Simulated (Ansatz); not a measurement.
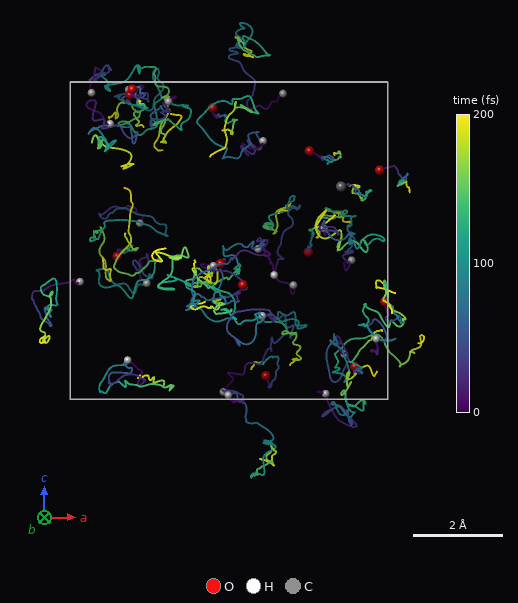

First-principles dynamics of a periodic cell with 10 H2O + 1 HCOOH at 1.035 g/cm³, 200 fs long. It starts from the last geometry of an earlier run, with fresh velocities. Lines trace each atom's path, coloured by time; spheres stand at the starting positions. Seen along the b axis in the simulation cell.

Computed with Ansatz 0.2.0, DFT PBE-D3(BJ), scalar-relativistic, plane waves, PAW. Set-up: plane-wave cutoff 420 eV; k-point mesh 1 × 1 × 1; Fermi-Dirac smearing 0.05 eV; Langevin thermostat (NVT); set temperature 1500 K; time step 0.5 fs; friction 0.05 per fs.

**What do the traces tell about the motion?**

In the second half of the run the atoms are, in the root-mean-square, this far from where they began (common drift taken out): H 1.51 Å, O 0.69 Å, C 0.58 Å. The heavy atoms stay within a fraction of a molecule's size of their starting places, while the hydrogen atoms travel further, as molecules turn; so short a run doesn't tell a liquid from a solid. Bond changes: 3 H–O bonds break between 9.5 fs and 40 fs; 2 H–O bonds form between 12 fs and 68 fs; one H–O contact opens and closes in turn. The mean temperature in the second half is 1478 K (standard deviation 168 K). The potential energy in the second half lies on average 29.7 meV per atom above the first frame.

Limits of the set-up: the periodic images lie only 7.1 Å apart, so the values are limited by the cell's size.
